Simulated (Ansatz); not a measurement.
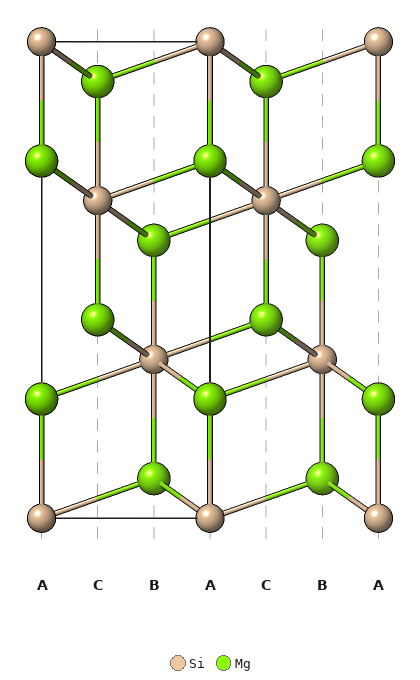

The picture looks along a close-packed row of the hexagonal mesh; [111] points upwards. The dashed lines mark the three columns A (0, 0), B (1/3, 2/3) and C (2/3, 1/3). The box is the hexagonal cell of the face-centred cubic lattice. The sequence starts with the first layer at or above the cell's origin.

System Mg₂Si; source of the atomic positions: the input geometry of an electronic-structure calculation (not necessarily at equilibrium); the starting structure was generated, so it need not be a known form of this composition.

Read off the stacking sequence over one period.

Answer. Si(A) – Mg(B) – Mg(A) – Si(B) – Mg(C) – Mg(B) – Si(C) – Mg(A) – Mg(C) (nine layers in 10.98 Å).

How are the Si layers alone stacked?

Answer. Si layers alone: ABC, the cubic close-packed type.

Which positions between or in the Si layers do the other atoms fill?

Answer. Mg: six tetrahedral sites in each hexagonal cell.

Heights of the layers:

| layer | atoms (column) | height (Å) | to next (Å) |
| --- | --- | --- | --- |
| 1 | Si(A) | 0.00 | 0.91 |
| 2 | Mg(B) | 0.91 | 1.83 |
| 3 | Mg(A) | 2.74 | 0.91 |
| 4 | Si(B) | 3.66 | 0.92 |
| 5 | Mg(C) | 4.57 | 1.83 |
| 6 | Mg(B) | 6.40 | 0.92 |
| 7 | Si(C) | 7.32 | 0.91 |
| 8 | Mg(A) | 8.23 | 1.83 |
| 9 | Mg(C) | 10.06 | 0.91 |
